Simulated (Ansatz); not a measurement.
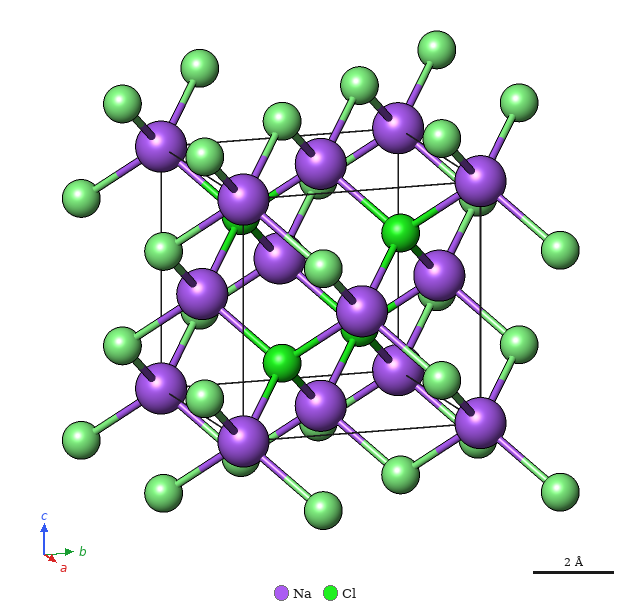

The image is a ball-and-stick drawing of a crystal, viewed slightly off an axis. Atoms at the boundary of the drawn cell (a repeat of the simulation cell) (the box) are drawn once for each face, edge or corner they touch. Atoms of adjacent cells appear where they bond to atoms in the box, in fainter colours. Cell: a = 6.28 Å, b = 6.28 Å, c = 6.21 Å, α = 90.00°, β = 90.00°, γ = 90.00°.

Provenance: a structure type filled with these elements by a generator (whether the compound takes this form wasn't checked). Earlier steps of the study may have refined or changed the cell and positions. It went into a calculation with Ansatz.

**Explain the picture.**

The stoichiometry is NaCl. Strictly the space group is I-4m2 (No. 119, within 0.01 Å). It is a distorted form of a face-centred cubic structure, space group F-43m (No. 216) within 0.25 Å: zinc blende (sphalerite type). The cell comprises 4 formula units: 4 Na, 4 Cl. Each Na has four Cl in a tetrahedral arrangement at about 2.7 Å. Cl is linked to four Na in a tetrahedral arrangement at about 2.7 Å. The bonds build a three-dimensional framework.

Electronic-structure method: Ansatz, DFT PBE, scalar-relativistic, plane waves, PAW. Parameters: a kinetic-energy cutoff of 420 eV, k-points about 0.25 Å⁻¹ apart, Gaussian smearing of 0.02 eV, no spin polarisation.

**What is the electronic character?**

An insulator at this level, with a gap of 4.84 eV, direct.

**List the Bader charges.**

Na +0.87 e; Cl -0.87 e.

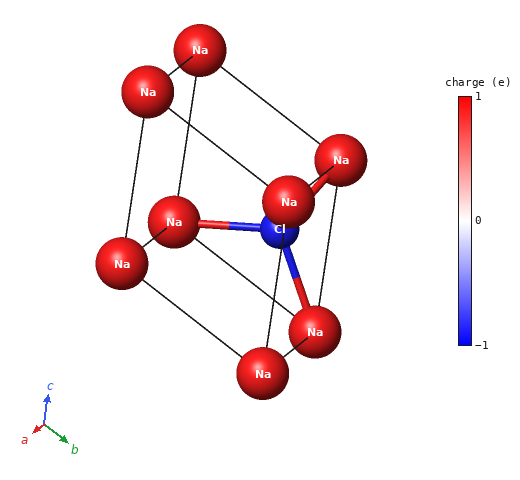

The atoms coloured by those charges. The run's cell of 2 atoms is drawn, so axes and origin can differ from the first picture.

**Is the structure in equilibrium?**

Yes. All forces vanish to within 0.01 eV/Å. The pressure is 0.0 GPa, close to zero.
